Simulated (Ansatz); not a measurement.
# Geometry relaxation of TiC

The run: geometry relaxation of TiC (2 atoms in the cell). Method and program: DFT PBE, scalar-relativistic, plane waves, PAW, no spin polarisation (Ansatz 0.2.0).

The structure derives from an entry of the Crystallography Open Database.

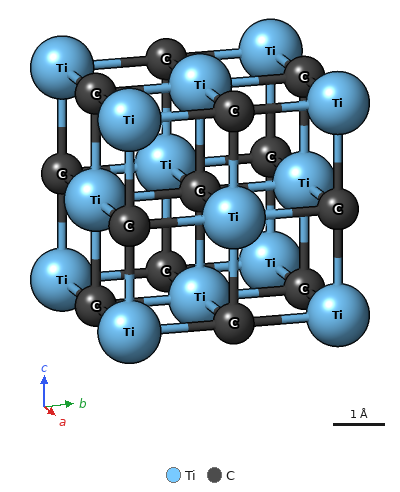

The starting structure (ball-and-stick view of the cell 4 times as large as that of the calculation, set on its symmetry axes, seen slightly off an axis). An atom can appear more than once, as a periodic image. Near neighbours in the periodic cell (some may lie outside the picture): Ti has 6 C at 2.16 Å; C has 6 Ti at 2.16 Å.

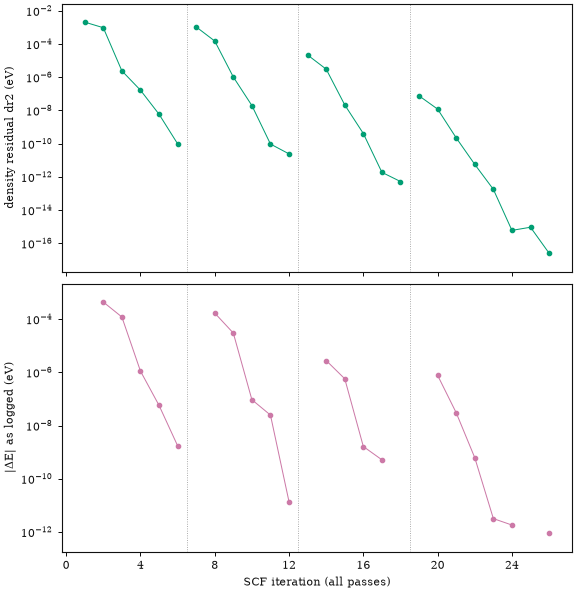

Convergence of the self-consistent field: density residual dr2 and size of the energy change against the SCF iteration. The dotted lines part the SCF passes of the relaxation: geometry steps, rejected trials and re-solves on a re-selected basis. The passes take 6, 6, 6 and 8 iterations.

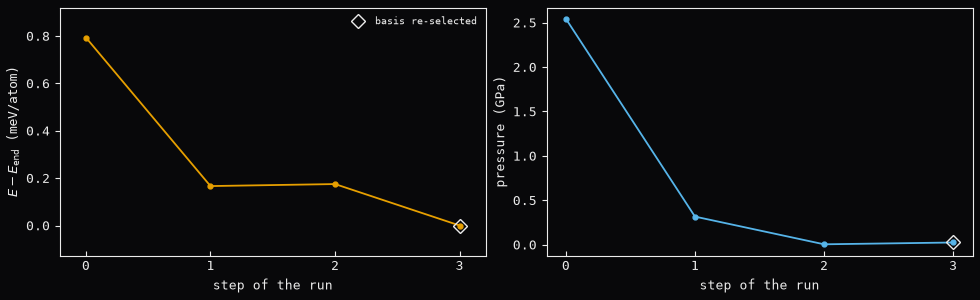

Progress of the relaxation, step by step (the first geometry is step 0 here and step 1 in the log). No atom moves by more than 0.005 Å relative to the cell. Cell: a = b = c 4.319 → 4.333 Å (+0.3 %). Volume +1.0 %. Among the contacts that change: Ti1–C2 2.159 → 2.166 Å. The space group stays Fm-3m (No. 225). Over 2 geometry steps the energy falls by 0.6 meV per atom. All forces vanish by symmetry, so only the cell relaxes. Pressure: 2.54 GPa at the start and 0.02 GPa at the end. A last SCF at the same geometry on a re-selected plane-wave basis shifts the energy by −0.2 meV per atom. (Atoms are counted from 1 in the order of the input.)

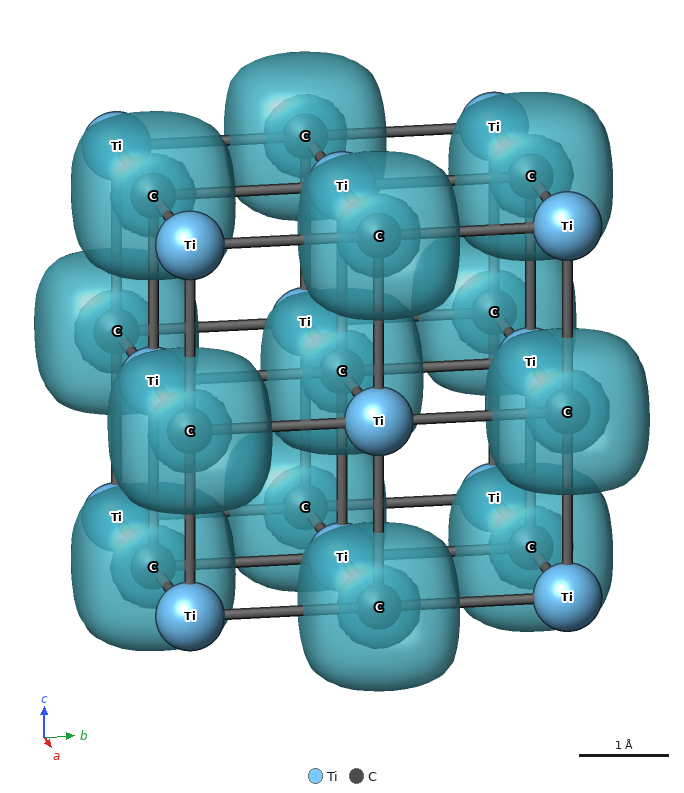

Isosurface of the ELF at 0.65 (cyan), seen slightly off an axis. Core shells and regions of very low density are left out. Sticks mark near contacts. The outline is the cell set on symmetry axes. Profiles from the grid: Ti–C (2.17 Å): the ELF is about 0.30 at the midpoint; no shared pair; the contact is polar. In a PAW calculation such maps are meaningful between the atoms, not at the nuclei.

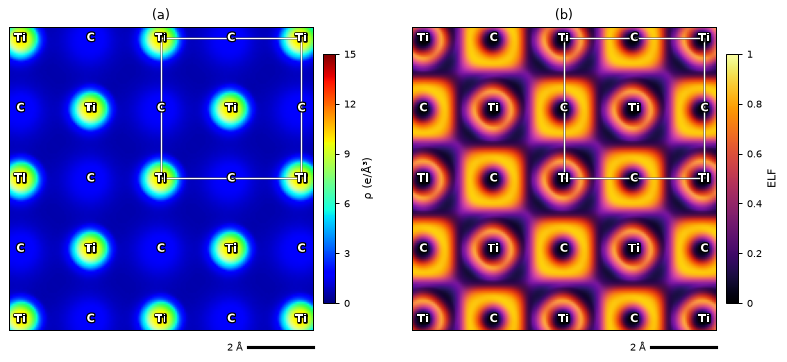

(a) valence charge density (pseudo); (b) ELF on the (010) plane of the conventional cell. Atoms in the plane: Ti and C. Ti–C (2.17 Å): ρ at the midpoint is about 0.51 e/Å³; the ELF is about 0.30 at the midpoint; a polar contact without a shared pair, in a metal. Away from the nuclei the density in this plane falls to 0.2 e/Å³ at its lowest. The strong features right at Ti lie inside the PAW spheres (semicore, d or f shells) and say nothing about bonding.

The input that produced these results follows, with the program's output.

Input file
```yaml
crystal:
  lattice:
    - [0.0, 2.1593, 2.1593]
    - [2.1593, 0.0, 2.1593]
    - [2.1593, 2.1593, 0.0]
  atoms:
    - { symbol: Ti, position: [0.0, 0.0, 0.0] }
    - { symbol: C, position: [0.5, 0.5, 0.5] }
basis:
  ecutwfc: 420
kpoints:
  mp_grid: { grid: [16, 16, 16] }
hamiltonian:
  xc: pbe
scf:
  occupations: { method: gaussian, width: 0.1 }
output:
  forces: true
  stress: true
  eigenvalues: true
  write_density: true
  write_potential: true
  elf: true
  volumetric_format: npy
relax:
  adjacent_minimum: "off"
  f_tol: 0.01
  max_steps: 80
  cell: { stress_tol: 0.05 }
```

Command:
```bash
ansatz run input.yaml --threads 4 --pin off --max-ram 9216MiB --backend cpu --events-out ev --progress --plain --runs-dir out
```

Output
```
Engine: ansatz 0.2.0, x86_64-unknown-linux-gnu
Pseudopotentials: kind: paw
Pseudopotential: Ti, paw, valence charge 12, recommended cutoff 420 eV (normal), Ti.paw.azcp
Pseudopotential: C, paw, valence charge 4, recommended cutoff 420 eV (normal), C.paw.azcp
Functional definition: PBE
  parameter kappa = 0.804
  parameter beta = 0.06672455060314922
  exchange = pbe_x(kappa = kappa, mu = beta*pi^2/3)
  correlation = pbe_c(beta = beta)
Crystal: 2 atoms, lattice volume = 20.136 Å³
Basis set: ecut = 420 eV, 411 PW (Γ), exchange–correlation on 48×48×48 points (8 copies of the dense FFT grid, shifted against one another)
Bands: 12, of which v1, the nominal top of the filled ones, is band 8 counted from 1 (7 counted from 0)
Symmetry: 48 space group operations
Space group: Fm-3m (ITA 225), of the structure as read, at distance tolerance 2.7e-5 Å
k-points: 145 of 4096
Non-local potential: Ti, projectors of the file, l = 0: 3, l = 1: 2, l = 2: 3, l = 3: 1
Non-local potential: C, projectors of the file, l = 0: 2, l = 1: 2, l = 2: 1
PAW form: soft (Blöchl's): semilocal exchange-correlation on the pseudo side does not see the compensation charge
PAW one-centre angular grid: Ti, 590 points (default); XC on 64 Gauss nodes
PAW one-centre angular grid: C, 110 points (default); XC on 64 Gauss nodes
Initial density: superposition of atomic densities (neutral atoms: chi_scale 0, normalization atom), corrected by the library's trained network
Initial wavefunctions: pseudopotential atomic-orbital guess
Functional: x = pbe(κ = 0.804, μ = 0.2195149727645171), c = pbe(β = 0.06672455060314922)
SCF iter   1: F=—  HF=-2752.271175 eV  |F-HF|=—  |Δ(HF+E_count)|=         —  Δρ=3.78e-3  dr2=2.09e-3  ethr=1.77e-3  ⟨swp⟩=4.3  Hψ=8693  notcnv=0
preconditioner: auto → none  [metal: Δε(μ)=0.009 eV  Ē_g=7.915 eV  σ=0.100 eV  W_gap=0.05  n_scr=8 (ndim 8)  ℏωp=23.4 eV  f_vac=0.000  D(μ)=0.40/eV (n_scr^D=0)  sad-step TF]
SCF iter   2: F=—  HF=-2752.270734 eV  |F-HF|=—  |Δ(HF+E_count)|=   4.42e-4  Δρ=2.39e-3  dr2=9.64e-4  ethr=1.30e-5  ⟨swp⟩=1.0  Hψ=2900  notcnv=0
SCF iter   3: F=—  HF=-2752.270613 eV  |F-HF|=—  |Δ(HF+E_count)|=   1.21e-4  Δρ=1.83e-4  dr2=2.44e-6  ethr=6.03e-6  ⟨swp⟩=2.0  Hψ=1974  notcnv=0
SCF iter   4: F=—  HF=-2752.270614 eV  |F-HF|=—  |Δ(HF+E_count)|=   1.12e-6  Δρ=3.98e-5  dr2=1.68e-7  ethr=1.52e-8  ⟨swp⟩=2.0  Hψ=2757  notcnv=0
iter 5 did not close the SCF: its close was put off for the readings that it lacked (scf_convergence_deferred on its scf_iter line)
SCF iter   5: F=-2752.270614 eV  HF=-2752.270614 eV  |F-HF|=9.16e-10  |Δ(HF+E_count)|=   5.76e-8  Δρ=6.67e-6  dr2=5.99e-9  ethr=1.05e-9  ⟨swp⟩=2.0  Hψ=2819  notcnv=0
SCF iter   6: F=-2752.270614 eV  HF=-2752.270614 eV  |F-HF|=7.23e-11  |Δ(HF+E_count)|=   1.75e-9  Δρ=8.36e-7  dr2=9.93e-11  ethr=3.74e-11  ⟨swp⟩=4.2  Hψ=7809  notcnv=0
SCF 1 converged in 6 iterations: F = -2752.270614 eV  dr2 = 9.93e-11
  greatest PAW one-centre occupation: 0.999 electrons in one spin orbital (limit 2), on the Ti atom at site 0 (counted from 0), in its partial waves of l = 0
relax step   1: F+E_penalty+E_count = -2752.27061431 eV  Δ(F+E_penalty+E_count) = +0.000e0 eV  max|allowed force component| = 2.012e-29 eV/Å  Δτ_max = 0.0000 Å  P = +2.544 GPa  Ω = 20.136 Å³  (6 SCF iters, dr2 threshold 1.00e-7 eV, accepted)
Crystal: 2 atoms, lattice volume = 20.310 Å³
Initial density: handed on by an earlier stage of this run
Initial wavefunctions: those handed on with the density
iter 1 solved again at ethr=7.63e-6 eV; its pass at ethr=3.10e-3 eV (dr2=1.22e-3 eV) is discarded
SCF iter   1: F=—  HF=-2752.272069 eV  |F-HF|=—  |Δ(HF+E_count)|=         —  Δρ=2.01e-3  dr2=1.08e-3  ethr=7.63e-6  ⟨swp⟩=1.0  Hψ=10627  notcnv=0
preconditioner: auto → none  [metal: Δε(μ)=0.022 eV  Ē_g=7.869 eV  σ=0.100 eV  W_gap=0.12  n_scr=8 (ndim 8)  ℏωp=23.3 eV  f_vac=0.000  D(μ)=0.40/eV (n_scr^D=0)]
SCF iter   2: F=—  HF=-2752.271898 eV  |F-HF|=—  |Δ(HF+E_count)|=   1.70e-4  Δρ=7.44e-4  dr2=1.52e-4  ethr=6.74e-6  ⟨swp⟩=1.7  Hψ=1890  notcnv=0
SCF iter   3: F=—  HF=-2752.271868 eV  |F-HF|=—  |Δ(HF+E_count)|=   3.01e-5  Δρ=6.89e-5  dr2=1.04e-6  ethr=9.53e-7  ⟨swp⟩=2.0  Hψ=1991  notcnv=0
iter 4 did not close the SCF: its close was put off for the readings that it lacked (scf_convergence_deferred on its scf_iter line)
SCF iter   4: F=-2752.271868 eV  HF=-2752.271868 eV  |F-HF|=2.15e-8  |Δ(HF+E_count)|=   9.39e-8  Δρ=1.70e-5  dr2=1.99e-8  ethr=6.47e-9  ⟨swp⟩=2.4  Hψ=2278  notcnv=0
iter 5 did not close the SCF: its close was put off for the readings that it lacked (scf_convergence_deferred on its scf_iter line)
SCF iter   5: F=-2752.271868 eV  HF=-2752.271868 eV  |F-HF|=6.50e-11  |Δ(HF+E_count)|=   2.48e-8  Δρ=1.18e-6  dr2=9.56e-11  ethr=1.25e-10  ⟨swp⟩=2.6  Hψ=2715  notcnv=0
SCF iter   6: F=-2752.271868 eV  HF=-2752.271868 eV  |F-HF|=2.36e-11  |Δ(HF+E_count)|=  1.36e-11  Δρ=4.31e-7  dr2=2.44e-11  ethr=1.00e-12  ⟨swp⟩=3.7  Hψ=7414  notcnv=0
SCF 2 converged in 6 iterations: F = -2752.271868 eV  dr2 = 2.44e-11
relax step   2: F+E_penalty+E_count = -2752.27186820 eV  Δ(F+E_penalty+E_count) = -1.254e-3 eV  max|allowed force component| = 2.531e-30 eV/Å  Δτ_max = 0.0000 Å  P = +0.317 GPa  Ω = 20.310 Å³  energy of the carried Pulay correction = -2.956e-4 eV  (6 SCF iters, dr2 threshold 2.00e-7 eV, accepted)
Crystal: 2 atoms, lattice volume = 20.335 Å³
iter 1 solved again at ethr=1.58e-7 eV; its pass at ethr=3.10e-3 eV (dr2=2.53e-5 eV) is discarded
SCF iter   1: F=—  HF=-2752.271854 eV  |F-HF|=—  |Δ(HF+E_count)|=         —  Δρ=2.86e-4  dr2=2.19e-5  ethr=1.58e-7  ⟨swp⟩=1.0  Hψ=10064  notcnv=0
preconditioner: auto → none  [metal: Δε(μ)=0.021 eV  Ē_g=7.870 eV  σ=0.100 eV  W_gap=0.12  n_scr=8 (ndim 8)  ℏωp=23.3 eV  f_vac=0.000  D(μ)=0.41/eV (n_scr^D=0)]
SCF iter   2: F=—  HF=-2752.271852 eV  |F-HF|=—  |Δ(HF+E_count)|=   2.79e-6  Δρ=1.06e-4  dr2=3.08e-6  ethr=1.37e-7  ⟨swp⟩=1.7  Hψ=1900  notcnv=0
iter 3 did not close the SCF: its close was put off for the readings that it lacked (scf_convergence_deferred on its scf_iter line)
SCF iter   3: F=-2752.271851 eV  HF=-2752.271851 eV  |F-HF|=1.20e-8  |Δ(HF+E_count)|=   5.75e-7  Δρ=9.91e-6  dr2=2.16e-8  ethr=1.93e-8  ⟨swp⟩=1.9  Hψ=1983  notcnv=0
iter 4 did not close the SCF: its close was put off for the readings that it lacked (scf_convergence_deferred on its scf_iter line)
SCF iter   4: F=-2752.271851 eV  HF=-2752.271851 eV  |F-HF|=4.45e-10  |Δ(HF+E_count)|=   1.63e-9  Δρ=2.44e-6  dr2=4.11e-10  ethr=1.35e-10  ⟨swp⟩=2.4  Hψ=2257  notcnv=0
iter 5 did not close the SCF: its close was put off for the readings that it lacked (scf_convergence_deferred on its scf_iter line)
SCF iter   5: F=-2752.271851 eV  HF=-2752.271851 eV  |F-HF|=9.09e-13  |Δ(HF+E_count)|=  5.16e-10  Δρ=1.70e-7  dr2=1.89e-12  ethr=2.57e-12  ⟨swp⟩=2.8  Hψ=2823  notcnv=0
SCF iter   6: F=-2752.271851 eV  HF=-2752.271851 eV  |F-HF|=0.00e0  |Δ(HF+E_count)|=    0.00e0  Δρ=6.38e-8  dr2=5.29e-13  ethr=1.00e-12  ⟨swp⟩=3.5  Hψ=6456  notcnv=0
SCF 3 converged in 6 iterations: F = -2752.271851 eV  dr2 = 5.29e-13
relax step   3: F+E_penalty+E_count = -2752.27185107 eV  Δ(F+E_penalty+E_count) = +1.714e-5 eV  max|allowed force component| = 1.604e-29 eV/Å  Δτ_max = 0.0000 Å  P = +0.005 GPa  Ω = 20.335 Å³  energy of the carried Pulay correction = -3.378e-4 eV  (6 SCF iters, dr2 threshold 2.00e-7 eV, accepted)
Initial wavefunctions: pseudopotential atomic-orbital guess (no wavefunctions were taken with the density)
iter 1 solved again at ethr=7.01e-10 eV; its pass at ethr=3.10e-3 eV (dr2=1.12e-7 eV) is discarded
SCF iter   1: F=—  HF=-2752.272200 eV  |F-HF|=—  |Δ(HF+E_count)|=         —  Δρ=4.19e-5  dr2=7.63e-8  ethr=7.01e-10  ⟨swp⟩=3.0  Hψ=13506  notcnv=0
preconditioner: auto → none  [metal: Δε(μ)=0.020 eV  Ē_g=7.872 eV  σ=0.100 eV  W_gap=0.11  n_scr=8 (ndim 8)  ℏωp=23.3 eV  f_vac=0.000  D(μ)=0.41/eV (n_scr^D=0)]
SCF iter   2: F=—  HF=-2752.272201 eV  |F-HF|=—  |Δ(HF+E_count)|=   7.72e-7  Δρ=2.03e-5  dr2=1.21e-8  ethr=4.77e-10  ⟨swp⟩=2.3  Hψ=2210  notcnv=0
SCF iter   3: F=—  HF=-2752.272201 eV  |F-HF|=—  |Δ(HF+E_count)|=   3.03e-8  Δρ=2.63e-6  dr2=2.25e-10  ethr=7.55e-11  ⟨swp⟩=2.0  Hψ=2331  notcnv=0
iter 4 did not close the SCF: its close was put off for the readings that it lacked (scf_convergence_deferred on its scf_iter line)
SCF iter   4: F=-2752.272201 eV  HF=-2752.272201 eV  |F-HF|=1.82e-12  |Δ(HF+E_count)|=  6.18e-10  Δρ=2.90e-7  dr2=5.67e-12  ethr=1.40e-12  ⟨swp⟩=2.0  Hψ=2336  notcnv=0
iter 5 did not close the SCF: its close was put off for the readings that it lacked (scf_convergence_deferred on its scf_iter line)
SCF iter   5: F=-2752.272201 eV  HF=-2752.272201 eV  |F-HF|=9.09e-13  |Δ(HF+E_count)|=  3.18e-12  Δρ=4.20e-8  dr2=1.79e-13  ethr=1.00e-12  ⟨swp⟩=1.0  Hψ=1740  notcnv=0
iter 6 did not close the SCF: its close was put off for the readings that it lacked (scf_convergence_deferred on its scf_iter line)
SCF iter   6: F=-2752.272201 eV  HF=-2752.272201 eV  |F-HF|=9.09e-13  |Δ(HF+E_count)|=  1.82e-12  Δρ=2.64e-9  dr2=6.06e-16  ethr=1.00e-12  ⟨swp⟩=1.0  Hψ=1740  notcnv=0
iter 7 did not close the SCF: its close was put off for the readings that it lacked (scf_convergence_deferred on its scf_iter line)
SCF iter   7: F=-2752.272201 eV  HF=-2752.272201 eV  |F-HF|=4.55e-13  |Δ(HF+E_count)|=    0.00e0  Δρ=1.94e-9  dr2=9.37e-16  ethr=1.00e-12  ⟨swp⟩=1.0  Hψ=1740  notcnv=0
SCF iter   8: F=-2752.272201 eV  HF=-2752.272201 eV  |F-HF|=0.00e0  |Δ(HF+E_count)|=  9.09e-13  Δρ=3.71e-10  dr2=2.57e-17  ethr=1.00e-12  ⟨swp⟩=1.9  Hψ=4300  notcnv=0
SCF 4 converged in 8 iterations: F = -2752.272201 eV  dr2 = 2.57e-17
relax step   4: F+E_penalty+E_count = -2752.27220092 eV  Δ(F+E_penalty+E_count) = -3.499e-4 eV  max|allowed force component| = 1.762e-29 eV/Å  Δτ_max = 0.0000 Å  P = +0.025 GPa  Ω = 20.335 Å³  stress off target by 2.49e-2 GPa  SCF on the basis re-selected at this cell (its energy is not comparable with the rows above)  (8 SCF iters)
basis re-selected at this cell: Δ(F+E_penalty+E_count) = -3.499e-4 eV, ΔP = +0.020 GPa vs the last step (what re-selecting the basis moved, of the pressure what is left beyond the Pulay correction that the steps carried, after the strain that the cell walked since its last selection, with what the two solves' SCF thresholds leave and, on support functions, any second-order correction that the steps lacked; it is no measure of the basis error at this ecutwfc). This SCF's stress stands 2.49e-2 GPa from its target on what of the cell is left free (relax.cell.stress_tol is 5.00e-2 GPa) and its largest allowed force component is 1.76e-29 eV/Å (relax.f_tol is 1.00e-2 eV/Å): within both
SCF converged after 8 iterations
Free energy (F): -2752.272201 eV
Harris-Foulkes:  -2752.272201 eV  (|F-HF|=0.00e0)
Internal energy: -2752.270163 eV  (E = F + TS)
E sigma→0 (E₀):  -2752.271182 eV
Entropy (-TS):   -0.002038 eV (-1.019 meV/atom)
Fermi energy:    14.671822 eV
--- Per-component energies (eV) ---
  E_band       = -111.183886
  E_kinetic    = 362.276118
  E_local      = -775.972639  (includes V_loc(G=0)·N_el)
  E_nonlocal   = 31.956579
  E_hartree    = 314.924839
  E_xc         = -147.404826
  E_vxc        = -184.080444  (∫ρ·V_xc dr)
  E_paw        = -1145.231424  (= ΣΔE_a)
  E_vpaw       = -175.213330  (= ΣTr[D̂ρ^β])
  E_aug_tail   = 0.000151  (compensation charges beyond the density's cutoff)
  E_ewald      = -1392.818961
  E_smearing   = -0.002038  (= −TS)
  E_closure    = 0.000000  (closes the sum)
  Σ components = -2752.272201   (vs F -2752.272201, Δ=0.00e0)
--- Forces (eV/Å), atoms counted from 1 ---
  atom   1  Ti    -0.00000000     0.00000000    -0.00000000
  atom   2  C      0.00000000    -0.00000000     0.00000000
  max |Σ_I F_I| component: 2.37e-29 eV/Å
--- Stress (GPa, compression-positive) ---
        0.024866      -0.000000      -0.000000
       -0.000000       0.024866       0.000000
       -0.000000      -0.000000       0.024866
  P = ⅓ Tr σ = 0.0249 GPa (0.249 kbar)
--- Band table (eV; the first three rows and the last of 145) ---
  k-point 0: bands = ["-41.8724", "-17.9069", "-17.9069", "-17.9069", "2.2810", "15.3757", "15.3757", "15.3757", "16.3504", "16.3504", "16.3504", "16.3998"]
  k-point 1: bands = ["-41.8696", "-17.9266", "-17.9088", "-17.9088", "2.3696", "14.9288", "15.1649", "15.1649", "15.7086", "15.7086", "16.5929", "17.3813"]
  k-point 2: bands = ["-41.8617", "-17.9822", "-17.9140", "-17.9140", "2.6300", "14.0499", "14.3947", "14.3947", "15.7916", "15.7916", "16.9242", "18.4441"]
  k-point 144: bands = ["-41.7751", "-18.2096", "-18.2096", "-18.0826", "5.1581", "11.5370", "11.5370", "11.9736", "17.4710", "17.4710", "18.2053", "19.7904"]
--- Relaxed structure (3 steps of the walk, 3 accepted, 1 SCFs on fresh bases) ---
  F+E_penalty+E_count = -2752.27220092 eV   max|allowed force component| = 1.762e-29 eV/Å   (the final SCF, on the basis selected at the relaxed cell)
  cell:  # Å, volume = 20.3354 Å³
    - [-1.7324264911845005e-33, 2.1664107358518865, 2.1664107358518865]
    - [2.1664107358518865, -6.216353880132619e-33, 2.1664107358518865]
    - [2.1664107358518865, 2.1664107358518865, -5.2991869142114136e-33]
  atoms:
    - { symbol: Ti, position: [-7.804328723840312e-35, 1.783846565449213e-34, 7.432694022704967e-35] }
    - { symbol: C, position: [0.49999999999999994, 0.49999999999999994, 0.49999999999999994] }
```

Trajectory as extended XYZ (Å, eV, eV/Å), 4 frames, from step=1 to step=4
```
2
Lattice="0.0000 2.1593 2.1593 2.1593 0.0000 2.1593 2.1593 2.1593 0.0000" Properties=species:S:1:pos:R:3:forces:R:3 step=1 energy=-2752.27061 pressure_GPa=2.54
Ti    0.0000    0.0000    0.0000    0.0000   0.0000   0.0000
C     2.1593    2.1593    2.1593    0.0000   0.0000   0.0000
2
Lattice="0.0000 2.1655 2.1655 2.1655 0.0000 2.1655 2.1655 2.1655 0.0000" Properties=species:S:1:pos:R:3:forces:R:3 step=2 energy=-2752.27187 pressure_GPa=0.32
Ti    0.0000    0.0000    0.0000    0.0000   0.0000   0.0000
C     2.1655    2.1655    2.1655    0.0000   0.0000   0.0000
2
Lattice="0.0000 2.1664 2.1664 2.1664 0.0000 2.1664 2.1664 2.1664 0.0000" Properties=species:S:1:pos:R:3:forces:R:3 step=3 energy=-2752.27185 pressure_GPa=0.00
Ti    0.0000    0.0000    0.0000    0.0000   0.0000   0.0000
C     2.1664    2.1664    2.1664    0.0000   0.0000   0.0000
2
Lattice="0.0000 2.1664 2.1664 2.1664 0.0000 2.1664 2.1664 2.1664 0.0000" Properties=species:S:1:pos:R:3:forces:R:3 step=4 energy=-2752.27220 pressure_GPa=0.02
Ti    0.0000    0.0000    0.0000    0.0000   0.0000   0.0000
C     2.1664    2.1664    2.1664    0.0000   0.0000   0.0000
```

Results in brief

```csv
quantity,value
outcome,converged
space group (tolerance 0.01 Å),Fm-3m (225)
electrons treated,16
free energy,−2752.2722 eV
Fermi energy,14.672 eV
gap on the k-point mesh,none (metallic)
pressure,0.02 GPa
final volume,20.34 Å³
largest force (length of the vector) at the end,under 0.001 eV/Å
final cell,"a = 3.064 Å, b = 3.064 Å, c = 3.064 Å, α = 60.00°, β = 60.00°, γ = 60.00°"
hardware,"4 threads of Intel Xeon @ 2.50GHz (Skylake/Cascade Lake), 189 GiB of memory available, shared host"
wall time,7.5 s (CPU time 23 s)
peak memory,0.39 GiB
```
